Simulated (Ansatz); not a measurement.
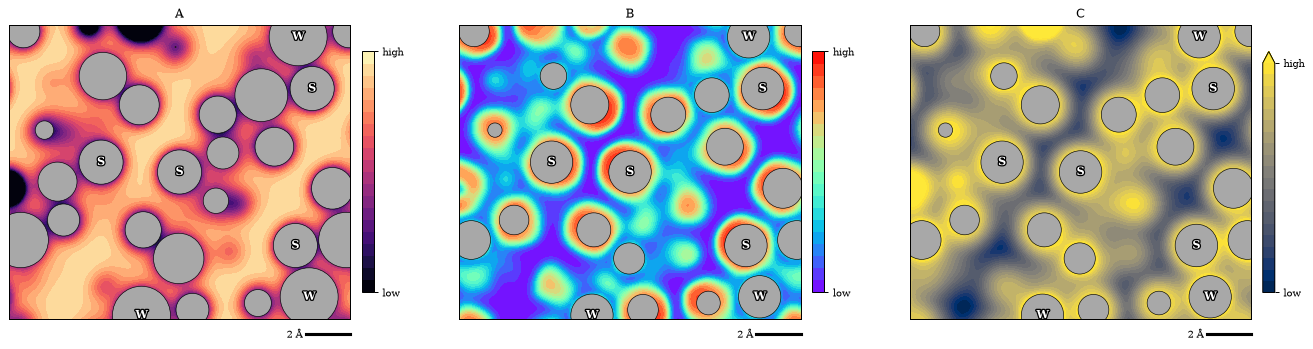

W15S28 (cell charge +3, with a compensating background) (cell with a defect): 3 fields on the (111) plane of the calculation cell, with unlabelled colour scales. Grey discs cover the atomic cores.

Spin-polarised.

All numbers below come from Ansatz 0.2.0, DFT PBE+D3(BJ), scalar-relativistic, plane waves, PAW.

Which field does each panel show? The fields are: electron localisation function, electrostatic potential energy of an electron and valence pseudo-density.

Panel A: electrostatic potential energy of an electron (low next to the atoms, rising into the space between them). Panel B: electron localisation function. Panel C: valence pseudo-density.
